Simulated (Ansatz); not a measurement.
## Run report: Ti, single-point calculation

System: Ti (slab, 6 atoms in the cell).
Method: DFT PBE+D3(BJ), scalar-relativistic, plane waves, PAW, PAW set soft_1, no spin polarisation (Ansatz 0.2.0).

The structure derives from an entry of the Crystallography Open Database. Figures and captions count atoms from 1; the log counts them from 0 in places.

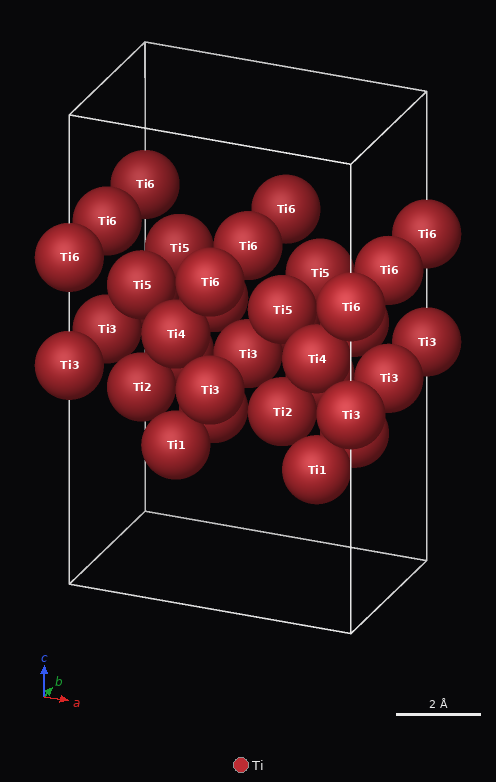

Fig. 1: The input geometry (spheres-only view of the 2 × 2 repeat of the cell, with the vacuum cut short, seen slightly off an axis; atoms are numbered from 1 in the order of the input). An atom can appear more than once, as a periodic image.

## Input
```yaml
crystal:
  lattice:
    - [4.5189557244, 0.0, 0.0]
    - [-2.2594778622, 3.9135304559, 0.0]
    - [0.0, 0.0, 22.8376940545]
  atoms:
    - { symbol: Ti, position: [0.6666666667, 0.3333333333, 0.1751490317] }
    - { symbol: Ti, position: [0.3333333333, 0.6666666667, 0.2155396233] }
    - { symbol: Ti, position: [0.0, 0.0, 0.255930215] }
    - { symbol: Ti, position: [0.6666666667, 0.3333333333, 0.2940630342] }
    - { symbol: Ti, position: [0.3333333333, 0.6666666667, 0.3250246441] }
    - { symbol: Ti, position: [0.0, 0.0, 0.3716528488] }
basis:
  ecutwfc: 420
kpoints:
  mp_grid: { grid: [6, 6, 1] }
hamiltonian:
  xc: pbe
  pseudopotentials: { kind: paw, azcp: { folder: soft_1 } }
  dispersion: d3bj
scf:
  occupations: { method: gaussian, width: 0.1 }
output:
  forces: true
  eigenvalues: true
efield:
  axis: 3
  dipole_correction: true
  ramp_width: 0.04
```

Run on 1 thread of AMD EPYC (Zen 5), 32 GiB of memory available, shared host.

Launch command:
```bash
ansatz run input.yaml --threads 1 --pin off --max-ram 3072MiB --backend cpu --events-out ev --progress --plain --runs-dir out
```

## Output
```
Engine: ansatz 0.2.0, x86_64-unknown-linux-gnu
Pseudopotentials: kind: paw
Pseudopotential: Ti, paw, valence charge 12, recommended cutoff 420 eV (normal), [file]
Functional definition: PBE
  parameter kappa = 0.804
  parameter beta = 0.06672455060314922
  exchange = pbe_x(kappa = kappa, mu = beta*pi^2/3)
  correlation = pbe_c(beta = beta)
Crystal: 6 atoms, lattice volume = 403.886 Å³
Basis set: ecut = 420 eV, 7907 PW (Γ), exchange–correlation on 64×64×320 points (8 copies of the dense FFT grid, shifted against one another)
Bands: 44, of which v1, the nominal top of the filled ones, is band 36 counted from 1 (35 counted from 0)
Symmetry: 6 space group operations
Space group: P3m1 (ITA 156), of the structure as read, at distance tolerance 7.4e-5 Å
k-points: 7 of 36 (time reversal used)
Non-local potential: Ti, projectors of the file, l = 0: 3, l = 1: 2, l = 2: 3, l = 3: 1
PAW form: soft (Blöchl's): semilocal exchange-correlation on the pseudo side does not see the compensation charge
PAW one-centre angular grid: Ti, 590 points (default); XC on 64 Gauss nodes
Initial density: superposition of atomic densities (neutral atoms: chi_scale 0, normalization atom)
Initial wavefunctions: pseudopotential atomic-orbital guess
Functional: x = pbe(κ = 0.804, μ = 0.2195149727645171), c = pbe(β = 0.06672455060314922)
SCF iter   1: F=—  HF=-15005.373915 eV  |F-HF|=—  |Δ(HF+E_count)|=         —  Δρ=6.48e-2  dr2=1.04e2  ethr=3.10e-3  p=0.000 e·Å  D=1.50e-6 V/Å  ΔV_dip=-0.00 eV  dr2_dipole=8.08e-2  V_vac-E_F(+/−)=8.31/8.31 eV  ⟨swp⟩=10.0  Hψ=1570  notcnv=0
efield: sawtooth ramp at fractional position 0.7534 (placed from the atoms, in the widest stretch of the axis that holds none; the zero of the levels goes with the place), width 0.0400; the density the first Hamiltonian is built on has a dipole p = 0.000 e·Å; the dipole correction subtracts the counter field D = 1.50e-6 V/Å, which shifts the + side's vacuum level by -0.00 eV against the − side's; the planar-averaged density in the ramp window peaks in size at 1.9e-6 e/Å³
preconditioner: auto → LDOS  [metal: Δε(μ)=0.056 eV  Ē_g=2.913 eV  σ=0.100 eV  W_gap=0.30  n_scr=68 (ndim 8)  ℏωp=9.1 eV  f_vac=0.626  D(μ)=13.97/eV (n_scr^D=96)  β→1.0]
SCF iter   2: F=—  HF=-14999.303557 eV  |F-HF|=—  |Δ(HF+E_count)|=    6.07e0  Δρ=6.46e-2  dr2=7.90e1  ethr=3.10e-3  p=0.037 e·Å  D=1.66e-2 V/Å  ΔV_dip=-0.38 eV  dr2_dipole=2.88e-3  V_vac-E_F(+/−)=1.82/2.20 eV  ⟨swp⟩=8.1  Hψ=1226  notcnv=0  defer=11
SCF iter   3: F=—  HF=-14995.214761 eV  |F-HF|=—  |Δ(HF+E_count)|=    4.09e0  Δρ=2.04e-2  dr2=4.60e0  ethr=3.10e-3  p=0.020 e·Å  D=9.09e-3 V/Å  ΔV_dip=-0.21 eV  dr2_dipole=9.43e-4  V_vac-E_F(+/−)=4.14/4.35 eV  ⟨swp⟩=5.3  Hψ=819  notcnv=0  defer=4
SCF iter   4: F=—  HF=-14995.080923 eV  |F-HF|=—  |Δ(HF+E_count)|=   1.34e-1  Δρ=9.37e-3  dr2=3.49e-1  ethr=3.10e-3  p=0.014 e·Å  D=6.38e-3 V/Å  ΔV_dip=-0.15 eV  dr2_dipole=1.33e-2  V_vac-E_F(+/−)=3.30/3.45 eV  ⟨swp⟩=3.7  Hψ=511  notcnv=0  defer=7
SCF iter   5: F=—  HF=-14995.050660 eV  |F-HF|=—  |Δ(HF+E_count)|=   3.03e-2  Δρ=3.07e-3  dr2=7.03e-2  ethr=4.84e-4  p=0.019 e·Å  D=8.53e-3 V/Å  ΔV_dip=-0.19 eV  dr2_dipole=3.35e-3  V_vac-E_F(+/−)=3.26/3.46 eV  ⟨swp⟩=3.0  Hψ=677  notcnv=0  defer=7
SCF iter   6: F=—  HF=-14995.064554 eV  |F-HF|=—  |Δ(HF+E_count)|=   1.39e-2  Δρ=3.23e-3  dr2=1.32e-1  ethr=9.77e-5  p=0.016 e·Å  D=7.08e-3 V/Å  ΔV_dip=-0.16 eV  dr2_dipole=1.39e-5  V_vac-E_F(+/−)=3.42/3.58 eV  ⟨swp⟩=2.0  Hψ=402  notcnv=0  defer=7
SCF iter   7: F=—  HF=-14995.060963 eV  |F-HF|=—  |Δ(HF+E_count)|=   3.59e-3  Δρ=1.83e-3  dr2=5.23e-2  ethr=9.77e-5  p=0.014 e·Å  D=6.49e-3 V/Å  ΔV_dip=-0.15 eV  dr2_dipole=5.16e-5  V_vac-E_F(+/−)=3.38/3.53 eV  ⟨swp⟩=1.0  Hψ=301  notcnv=0  defer=7
SCF iter   8: F=—  HF=-14995.058949 eV  |F-HF|=—  |Δ(HF+E_count)|=   2.01e-3  Δρ=3.00e-4  dr2=1.06e-3  ethr=7.26e-5  p=0.015 e·Å  D=6.58e-3 V/Å  ΔV_dip=-0.15 eV  dr2_dipole=6.86e-7  V_vac-E_F(+/−)=3.31/3.46 eV  ⟨swp⟩=1.6  Hψ=311  notcnv=0  defer=7
SCF iter   9: F=—  HF=-14995.059301 eV  |F-HF|=—  |Δ(HF+E_count)|=   3.52e-4  Δρ=2.12e-4  dr2=5.55e-4  ethr=1.47e-6  p=0.015 e·Å  D=6.72e-3 V/Å  ΔV_dip=-0.15 eV  dr2_dipole=1.52e-6  V_vac-E_F(+/−)=3.30/3.45 eV  ⟨swp⟩=3.0  Hψ=405  notcnv=0  defer=7
SCF iter  10: F=—  HF=-14995.059285 eV  |F-HF|=—  |Δ(HF+E_count)|=   1.61e-5  Δρ=7.88e-5  dr2=5.93e-5  ethr=7.71e-7  p=0.015 e·Å  D=6.80e-3 V/Å  ΔV_dip=-0.16 eV  dr2_dipole=4.44e-10  V_vac-E_F(+/−)=3.30/3.46 eV  ⟨swp⟩=2.0  Hψ=338  notcnv=0  defer=7
SCF iter  11: F=—  HF=-14995.059465 eV  |F-HF|=—  |Δ(HF+E_count)|=   1.80e-4  Δρ=3.09e-5  dr2=1.25e-5  ethr=8.23e-8  p=0.015 e·Å  D=6.81e-3 V/Å  ΔV_dip=-0.16 eV  dr2_dipole=2.29e-7  V_vac-E_F(+/−)=3.31/3.46 eV  ⟨swp⟩=2.1  Hψ=381  notcnv=0  defer=7
SCF iter  12: F=—  HF=-14995.059466 eV  |F-HF|=—  |Δ(HF+E_count)|=   5.51e-7  Δρ=2.48e-5  dr2=8.85e-6  ethr=1.73e-8  p=0.015 e·Å  D=6.81e-3 V/Å  ΔV_dip=-0.16 eV  dr2_dipole=1.40e-9  V_vac-E_F(+/−)=3.30/3.46 eV  ⟨swp⟩=1.7  Hψ=326  notcnv=0  defer=7
SCF iter  13: F=—  HF=-14995.059465 eV  |F-HF|=—  |Δ(HF+E_count)|=   1.25e-7  Δρ=1.41e-5  dr2=2.63e-6  ethr=1.23e-8  p=0.015 e·Å  D=6.81e-3 V/Å  ΔV_dip=-0.16 eV  dr2_dipole=6.33e-9  V_vac-E_F(+/−)=3.30/3.46 eV  ⟨swp⟩=1.3  Hψ=304  notcnv=0  defer=7
SCF iter  14: F=-14995.059465 eV  HF=-14995.059465 eV  |F-HF|=2.16e-8  |Δ(HF+E_count)|=   5.72e-8  Δρ=1.84e-6  dr2=4.43e-8  ethr=1.39e-10  p=0.015 e·Å  D=6.81e-3 V/Å  ΔV_dip=-0.16 eV  dr2_dipole=4.47e-11  V_vac-E_F(+/−)=3.30/3.46 eV  ⟨swp⟩=19.9  Hψ=1800  notcnv=0
SCF 1 converged in 14 iterations: F = -14995.059465 eV  dr2 = 4.43e-8
  greatest PAW one-centre occupation: 0.999 electrons in one spin orbital (limit 2), on the Ti atom at site 2 (counted from 0), in its partial waves of l = 0
```

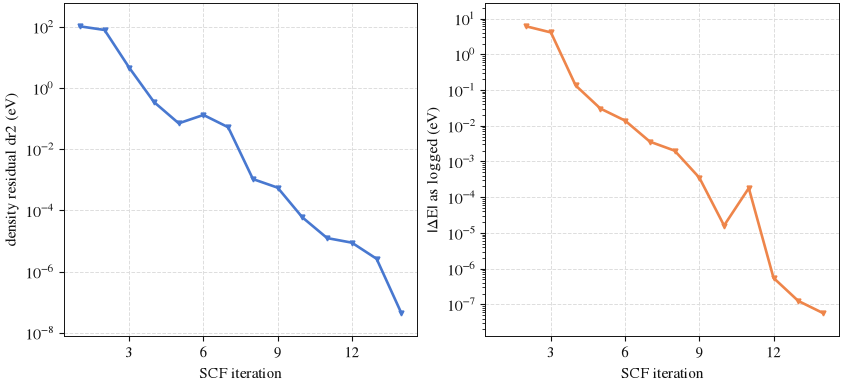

Fig. 2: Convergence of the self-consistent field: density residual dr2 and size of the energy change against the SCF iteration. The residual falls almost steadily, with no more than small rises.

```
SCF converged after 14 iterations
Free energy (F): -14995.059465 eV
Harris-Foulkes:  -14995.059465 eV  (|F-HF|=2.16e-8)
Internal energy: -14994.996286 eV  (E = F + TS)
E sigma→0 (E₀):  -14995.027875 eV
Entropy (-TS):   -0.063180 eV (-10.530 meV/atom)
Fermi energy:    0.934164 eV
Dipole field:    D = 0.006804 V/Å  (p = 0.015187 e·Å, saw-weighted, corrected)
Work function:   Φ+ = 3.3032 eV   Φ− = 3.4586 eV
Levels:          The Fermi level and band energies are counted from a zero that moves with the ramp; work functions are not
--- Per-component energies (eV) ---
  E_band       = -1819.574958
  E_kinetic    = 1690.838910
  E_local      = -64627.946143  (includes V_loc(G=0)·N_el)
  E_nonlocal   = 368.676588
  E_hartree    = 31333.058867
  E_xc         = -693.009951
  E_vxc        = -867.355332  (∫ρ·V_xc dr)
  E_paw        = -6256.826010  (= ΣΔE_a)
  E_vpaw       = -1049.881620  (= ΣTr[D̂ρ^β])
  E_aug_tail   = -0.000458  (compensation charges beyond the density's cutoff)
  E_efield     = 0.000052  (sawtooth field / dipole correction)
  E_vefield    = 0.005784  (∫n·V_field dr)
  E_ewald      = 23192.448356
  E_disp       = -2.236496  (pairwise vdW)
  E_smearing   = -0.063180  (= −TS)
  E_closure    = -0.000000  (closes the sum)
  Σ components = -14995.059465   (vs F -14995.059465, Δ=0.00e0)
--- Forces (eV/Å), atoms counted from 1 ---
  atom   1  Ti    -0.00000000     0.00000000     0.02299939
  atom   2  Ti     0.00000000    -0.00000000     0.47294949
  atom   3  Ti    -0.00000000     0.00000000    -0.47002935
  atom   4  Ti     0.00000000    -0.00000000    -0.03860337
  atom   5  Ti    -0.00000000    -0.00000000     0.01084263
  atom   6  Ti     0.00000000    -0.00000000     0.00184679
  max |Σ_I F_I| component: 5.58e-6 eV/Å
--- Band table (eV; the first three rows and the last of 7) ---
  k-point 0: bands = ["-56.0379", "-56.0299", "-55.4216", "-55.2879", "-55.2039", "-55.1131", "-32.4195", "-32.3775", "-32.3219", "-32.3219", "-32.3123", "-32.3123", "-31.8617", "-31.8617", "-31.8169", "-31.7175", "-31.7175", "-31.5680", "-31.5503", "-31.3961", "-31.3961", "-31.2724", "-31.2724", "-31.1728", "-4.1811", "-2.2444", "-0.9460", "-0.9460", "-0.3474", "0.0026", "0.0026", "0.1925", "0.5105", "0.5105", "0.7377", "0.7377", "0.8333", "0.9798", "0.9798", "1.5136", "1.5393", "1.7863", "1.7863", "2.8412"]
  k-point 1: bands = ["-56.0372", "-56.0292", "-55.4103", "-55.2913", "-55.2097", "-55.1170", "-32.4234", "-32.3829", "-32.3306", "-32.3230", "-32.3161", "-32.3124", "-31.8972", "-31.8931", "-31.8042", "-31.6720", "-31.6598", "-31.5788", "-31.5449", "-31.3924", "-31.3822", "-31.3136", "-31.2728", "-31.1703", "-3.8646", "-2.0232", "-0.8860", "-0.7743", "-0.4716", "-0.2728", "0.0663", "0.1003", "0.4439", "0.5563", "0.7315", "0.8495", "0.8755", "1.1073", "1.1832", "1.5427", "1.6386", "1.7430", "2.1144", "2.7217"]
  k-point 2: bands = ["-56.0359", "-56.0277", "-55.3816", "-55.3029", "-55.2228", "-55.1248", "-32.4324", "-32.3929", "-32.3483", "-32.3238", "-32.3195", "-32.3117", "-31.9389", "-31.9239", "-31.7450", "-31.6448", "-31.6106", "-31.6055", "-31.4756", "-31.4368", "-31.3826", "-31.3396", "-31.2754", "-31.1640", "-2.9924", "-1.4840", "-0.9237", "-0.8145", "-0.5195", "-0.3157", "0.0385", "0.2044", "0.2639", "0.5744", "0.7504", "0.8476", "1.0384", "1.2971", "1.3939", "1.6761", "1.7345", "1.7549", "2.1854", "2.4987"]
  k-point 6: bands = ["-56.0349", "-56.0265", "-55.3470", "-55.3196", "-55.2382", "-55.1300", "-32.4410", "-32.4032", "-32.3458", "-32.3323", "-32.3139", "-32.3014", "-31.9855", "-31.8715", "-31.7924", "-31.6580", "-31.6240", "-31.5916", "-31.4283", "-31.4080", "-31.3760", "-31.3270", "-31.3175", "-31.1552", "-1.5444", "-1.4905", "-1.3613", "-0.6589", "-0.5611", "-0.3724", "0.2029", "0.2706", "0.5970", "0.9085", "0.9393", "1.0879", "1.1378", "1.1456", "1.3174", "1.3511", "1.5349", "1.6048", "2.2477", "2.3200"]
```

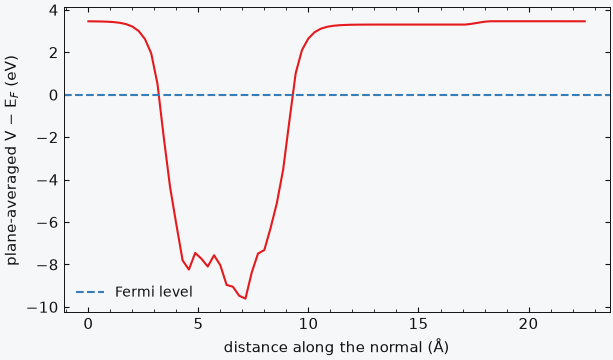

Fig. 3: Plane average of the electrostatic potential energy of an electron across the cell, from the Fermi level. The vacuum level lies 3.30 eV above the Fermi level on the upper side and 3.46 eV on the lower.

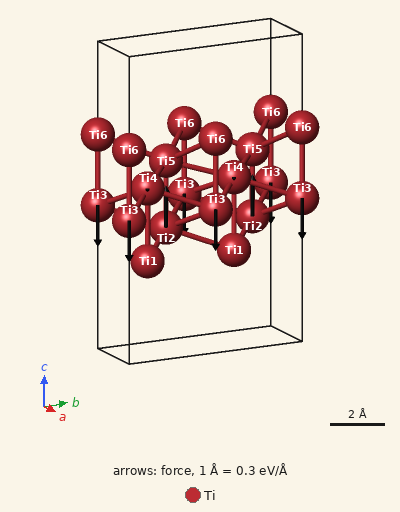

Fig. 4: Forces on the atoms as black arrows (ball-and-stick view of the 1 × 2 repeat of the cell, with the vacuum cut short, seen slightly off an axis; atoms are numbered from 1 in the order of the input); the smallest are left out. The largest act on Ti2, Ti3 (0.47 eV/Å). The geometry is not a stationary point of this energy.

## Key numbers

| quantity | value |
| --- | --- |
| outcome | converged |
| electrons treated | 72 |
| free energy | −14995.0595 eV |
| work function, top face | 3.30 eV |
| work function, bottom face | 3.46 eV |
| Fermi energy | 0.934 eV |
| gap on the k-point mesh | none (metallic) |
| work function (upper face) | 3.30 eV |
| largest force (length of the vector) | 0.473 eV/Å |
| wall time | 4.9 s |
| peak memory | 0.55 GiB |
